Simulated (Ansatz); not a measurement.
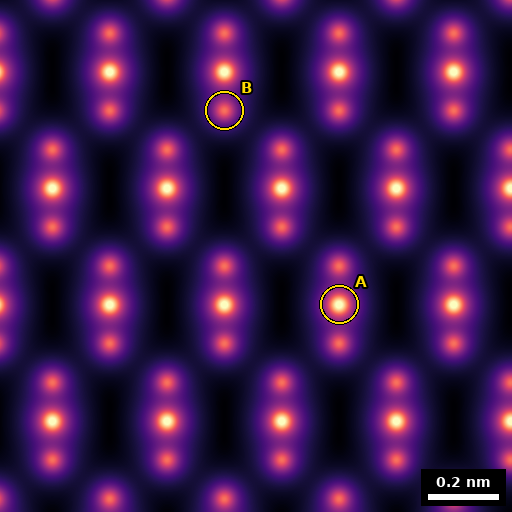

Map of the projected electrostatic potential of Eu (P6_3/mmc, No. 194) along [201]. Computed as the sum of neutral-atom potentials (tabulated electron scattering factors, B = 0.5 Å²) projected along the beam and smoothed by 0.25 Å; brighter is more positive. The display is stretched by a gamma of 0.6; percentages refer to the linear signal. Model: the end point of a relaxation at fixed volume with DFT PBE, spin-orbit coupling, plane waves, PAW (Ansatz 0.2.0); the starting structure was generated, so it need not be a known form of this composition.

Name the elements in each circled column.

Answer. A: Eu (2 Eu per 14.85 Å along the beam; the brightest kind). B: Eu (1 Eu per 14.85 Å along the beam; about 50 % of the brightest peak). Brightness is counted from the darkest point of the image.
